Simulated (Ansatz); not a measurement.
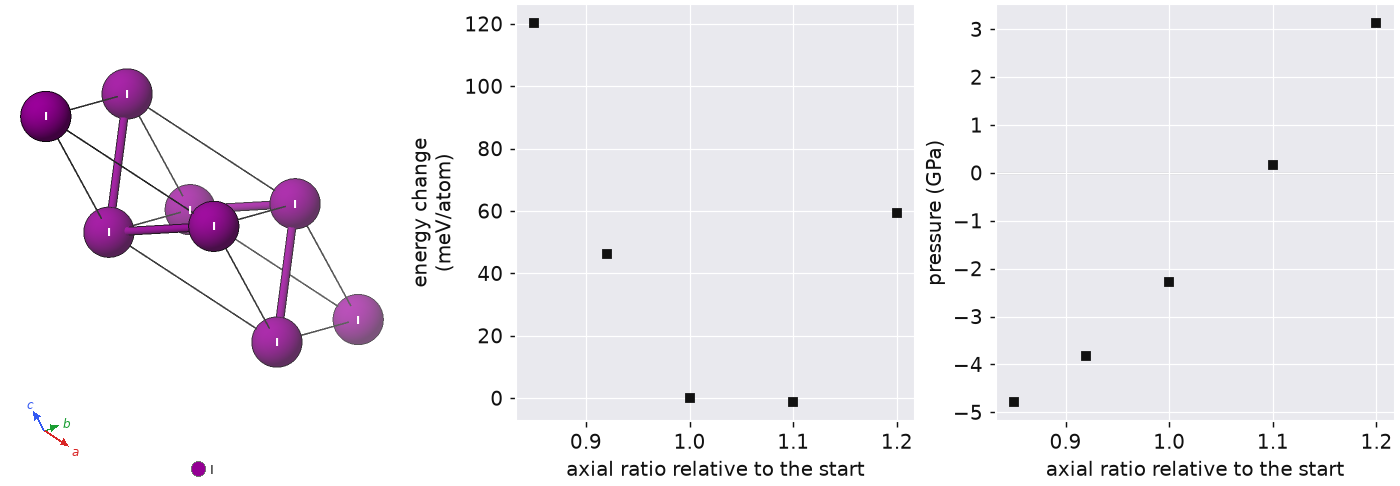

How it was computed, with Ansatz 0.2.0: deformation of a crystal at fixed volume, lengths along the axis scaled against those across it, fractional coordinates fixed, by plane-wave density functional theory with PAW datasets, free energies less that of the undisturbed cell, pressure positive in compression; scalar-relativistic. Level: LDA, no spin polarisation.

```
       setting                              value
   wave cutoff                             420 eV
        k mesh                           22×22×22
   occupations                           Gaussian
smearing width                            0.15 eV
       k shift             (0, 0, 0) (mesh steps)
         start                           as given
          path                         tetragonal
axis direction  (0, 0, 1) (Cartesian unit vector)
```

Starting cell:
```
CELL_PARAMETERS angstrom
-1.61746 1.61746 4.26481
1.61746 -1.61746 4.26481
1.61746 1.61746 -4.26481
ATOMIC_POSITIONS crystal
I 0.00000 0.00000 0.00000
```

Figure. Energy change and pressure against relative axial ratio for I, space group I4/mmm (No. 139). The cell is drawn beside the plot.

The energy change is 120 meV/atom at relative axial ratio 0.85 and 59 meV/atom at 1.20; the lowest computed point is at relative axial ratio 1.10 (−1 meV/atom). The pressure rises from −4.787 GPa at relative axial ratio 0.85 to 3.123 GPa at 1.20, and changes sign near 1.09.

Caveats: no spin polarisation, a magnetic state may lie lower; reference crystal is not relaxed; shape and atomic fractions are frozen while scaling, which makes layered, chain and framework solids too stiff.
